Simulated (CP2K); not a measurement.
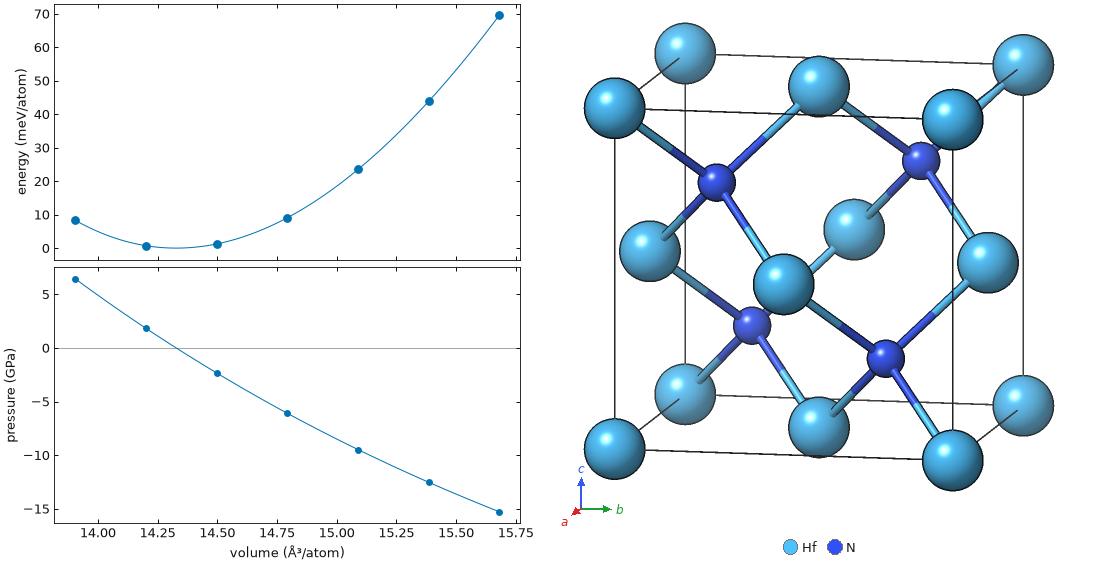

The picture above shows the energy and pressure against volume for HfN, space group F-43m (No. 216). The conventional cell is drawn beside the plot.

The given structure:
```yaml
crystal:
  lattice:
    - [3.47164, 0.00000, 0.00000]
    - [1.73582, 3.00653, 0.00000]
    - [1.73582, 1.00218, 2.83458]
  atoms:
    - { symbol: Hf, position: [0.00000, 0.00000, 0.00000] }
    - { symbol: N, position: [0.25000, 0.25000, 0.25000] }
```

Calculation (CP2K 2026.2): DFT in Gaussian orbitals with a plane-wave density, no spin polarisation; energies at scaled volumes of the given cell, shape and fractions fixed, counted from the fit's minimum, third-order Birch-Murnaghan fit. Level: PBEsol.

```csv
setting,value
k mesh,9×9×9
occupations,Fermi–Dirac
smearing width,0.05 eV
potentials,GTH PBE with UZH TZVP basis
density cutoff,6123 eV
program settings,"ngrids 5, basis sets Hf TZVP-MOLOPT-PBE-GTH-q12, basis sets N TZVP-MOLOPT-PBE-GTH-q5, cutoff ry 450 Ry, rel cutoff ry 60 Ry"
```

### What equilibrium volume and bulk modulus follow from the curve?

A third-order Birch–Murnaghan fit gives V0 = 14.33 Å³/atom, B0 = 203 GPa and B′ = 4.0.

### How does the pressure vary with volume?

It falls from 6.44 GPa at volume 13.91 Å³/atom to −15.27 GPa at 15.68 Å³/atom, and changes sign near 14.33 Å³/atom.
